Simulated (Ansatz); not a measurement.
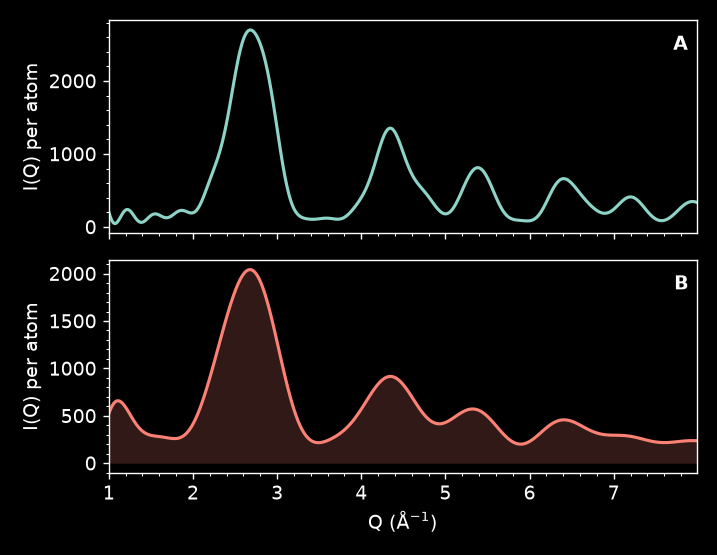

X-ray scattering of spheres cut from the crystal structure of Nb (Pm-3n, a = 5.330 Å, b = 5.330 Å, c = 5.330 Å, α = 90.00°, β = 90.00°, γ = 90.00°), calculated atom by atom with the Debye equation (B = 0.5 Å², no relaxation of the surface). It is based on the input geometry of an electronic-structure calculation (not necessarily at equilibrium); the starting structure was generated, so it need not be a known form of this composition.

### The spheres are 10 and 20 Å across. Which curve is which?

curve A: 20 Å (227 atoms); curve B: 10 Å (33 atoms). Peak widths go roughly as 2π/D, so the largest sphere has the sharpest peaks.

### Index the main peaks of the largest sphere.

Q ≈ 2.68 Å⁻¹: 210; Q ≈ 4.34 Å⁻¹: 320 + 321; Q ≈ 5.38 Å⁻¹: 420 + 421 + 332; Q ≈ 6.41 Å⁻¹: 520/432 + 521; Q ≈ 7.20 Å⁻¹: 600/442 + 610 + 611/532.
